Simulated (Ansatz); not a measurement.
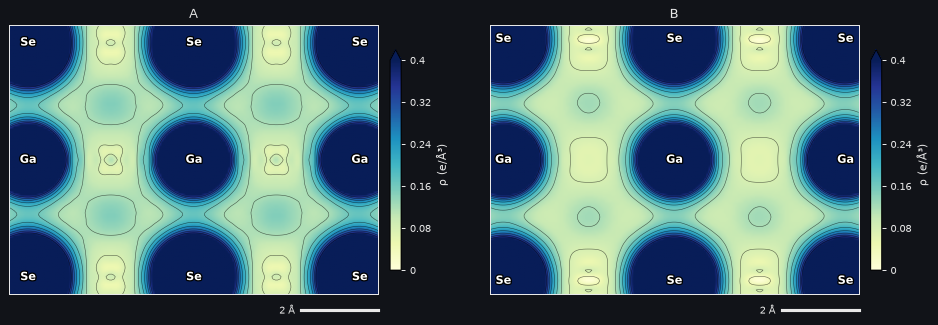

Ga$_{3}$Se. The valence electron density of two cells that differ in size, on the (101) plane of each (indices in the axes of the calculation cell), at one length scale and on one colour scale: B has 21.8 Å³ an atom and A 19.8.

Space group Pm-3m; a structure from a database of computed crystals, not necessarily the ambient phase; computed without spin polarisation.

Computed with DFT PBEsol, scalar-relativistic, plane waves, PAW (Ansatz 0.2.0).

In a PAW calculation such maps are meaningful between the atoms, not at the nuclei.

The larger cell:

```xyz
4
Lattice="4.4325 0.0000 0.0000 0.0000 4.4325 0.0000 0.0000 0.0000 4.4325" Properties=species:S:1:pos:R:3 pbc="T T T"
Ga    0.0000    2.2162    2.2162
Ga    2.2162    0.0000    2.2162
Ga    2.2162    2.2162    0.0000
Se    0.0000    0.0000    0.0000
```

The smaller cell: a = 4.297 Å, b = 4.297 Å, c = 4.297 Å, α = 90.00°, β = 90.00°, γ = 90.00°.

What does the compression do to the bonding and the properties?

Answer. From the larger cell to the smaller, Ga–Se goes from 3.13 to 3.04 Å, and the density at its midpoint from 0.15 to 0.18 e/Å³; the pressure goes from −3.6 to 0.0 GPa.
